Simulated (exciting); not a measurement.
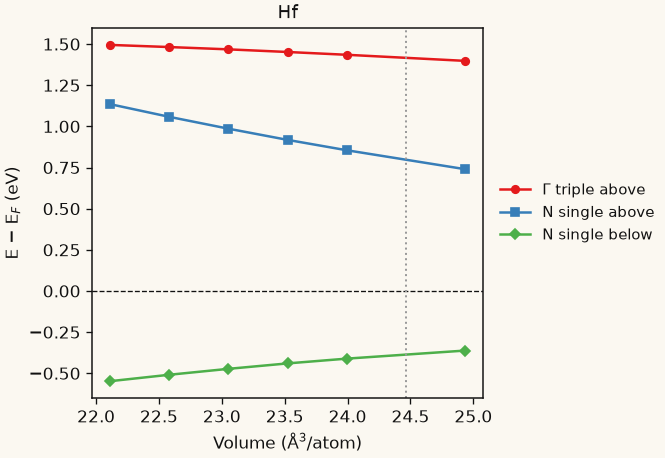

Levels at named k points against volume, from the Fermi level of each run. Each is named by its point, its degeneracy (spin aside) and its side of the Fermi level at the middle volume, where it is the nearest level on that side. One run is left out (dotted line).

System: bcc Hf, space group Im-3m (No. 229), 1 atom in the primitive cell. The cell is scaled at fixed shape and fractional positions; at the middle volume, cubic a = 3.610 Å. Level of theory: PBEsol, all-electron LAPW+lo, shipped species files, valence relativity iora*, no spin polarisation, no spin-orbit coupling, 10×10×10 k mesh, Fermi-Dirac smearing of 0.05 eV; code exciting.

| volume | Γ triple above (eV) | N single above (eV) | N single below (eV) |
| --- | --- | --- | --- |
| 22.11 Å³/atom | 1.50 | 1.14 | −0.55 |
| 22.58 Å³/atom | 1.48 | 1.06 | −0.51 |
| 23.05 Å³/atom | 1.47 | 0.99 | −0.47 |
| 23.52 Å³/atom | 1.45 | 0.92 | −0.44 |
| 23.99 Å³/atom | 1.44 | 0.85 | −0.41 |
| 24.93 Å³/atom | 1.40 | 0.74 | −0.36 |

Question: Estimate the levels at 24.46 Å³/atom.

Answer: Fits against the logarithm of the volume give +1.42 eV for Γ triple above, +0.80 eV for N single above and −0.38 eV for N single below. The run gives +1.42, +0.80 and −0.39 eV; the largest miss is under 0.01 eV.

Question: Does any of these levels cross the Fermi level?

Answer: No: each stays on its side over the whole range; the nearest approach is 0.36 eV.

Spin-orbit coupling is left out, which matters for Hf. This isn't the form of Hf at room conditions, which is hcp. The Fermi level is that of this mesh and smearing.
